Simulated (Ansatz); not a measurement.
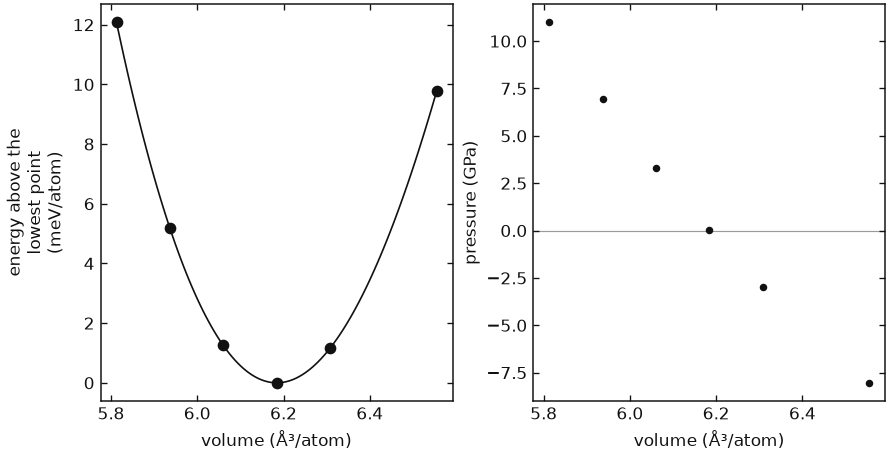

The figure shows the energy above the lowest point and pressure against volume for H₂O₃, space group Pn-3m (No. 224) (one of a set of cubic test structures, which need not be the stable phase).

How it was computed, with Ansatz 0.2.0 development build: equation of state of a cubic crystal from periodic Kohn-Sham density functional theory without spin, third-order Birch-Murnaghan fit to the free energies; pressure corrected for the finite basis. Level: PBE.

```tsv
setting	value
structure type	cubic X2O3
atoms in cell	10
space group number	224
lattice centring	simple cubic
k mesh	14×14×14
occupation method	Fermi–Dirac
occupation width	0.06123 eV
wave cutoff	930 eV
datasets	hand-made PAW
density tolerance	1e-09 eV
bands	30
density cutoff ratio	5
search for lower states	default
```

**How stiff is the solid, and where is its volume at rest?**

A third-order Birch–Murnaghan fit gives V0 = 6.18 Å³/atom, B0 = 156 GPa and B′ = 4.2.

**Read off the course of the pressure.**

It falls from 11.0 GPa at volume 5.8129 Å³/atom to −8.0 GPa at 6.5550 Å³/atom, and changes sign near 6.18 Å³/atom.

Caveats: cubic model structure, not the ambient form; modest k-mesh, values are not fully converged in k.

The computed values:

| volume (Å³/atom) | energy above the lowest point (meV/atom) | pressure (GPa) |
| --- | --- | --- |
| 5.8129 | 12.1 | 11.0 |
| 5.9366 | 5.2 | 6.9 |
| 6.0603 | 1.3 | 3.3 |
| 6.1840 | 0.0 | 0.0 |
| 6.3077 | 1.2 | −3.0 |
| 6.5550 | 9.8 | −8.0 |
